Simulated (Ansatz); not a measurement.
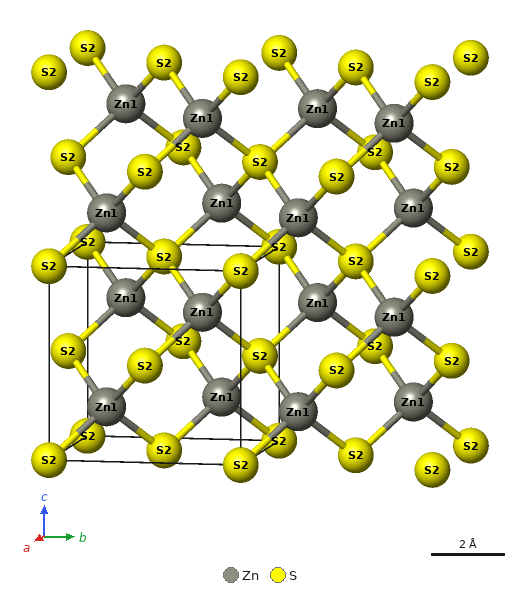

This is crystalline ZnS (built on the measured structure type) at its r2SCAN-relaxed geometry. Style: ball-and-stick. Shown: the conventional cell (4 times the calculation's cell), repeated 1 × 2 × 2 with one cell outlined, slightly off an axis. Lengths and directions refer to the drawn axes.

Computed with Ansatz, DFT, PBE, plane waves, PAW. (plane-wave cutoff 420 eV; k-point mesh 8 × 8 × 8; occupations fermi dirac; smearing width 0.02 eV; no spin polarisation)

The variant: The cell is strained by −4.8 % along b and none across it (volume −4.8 %). The atoms were relaxed with r2SCAN under that strain, and this is a single point on that geometry.

What is the effect?

Some distances before and after: S–Zn 2.333 → 2.297 Å. The space group (tolerance 0.01 Å) goes from F-43m (No. 216) to I-4m2 (No. 119). Energy change: +28.7 meV per atom. Pressure: 2.3 GPa before, 6.5 GPa after. The principal stresses (compression positive) are 7.6 GPa along b and 6.0 GPa across it. All forces vanish by symmetry.

Drawn alike, the variant:

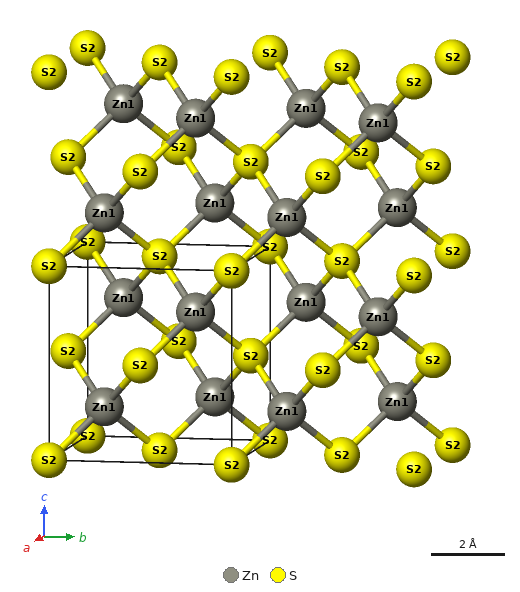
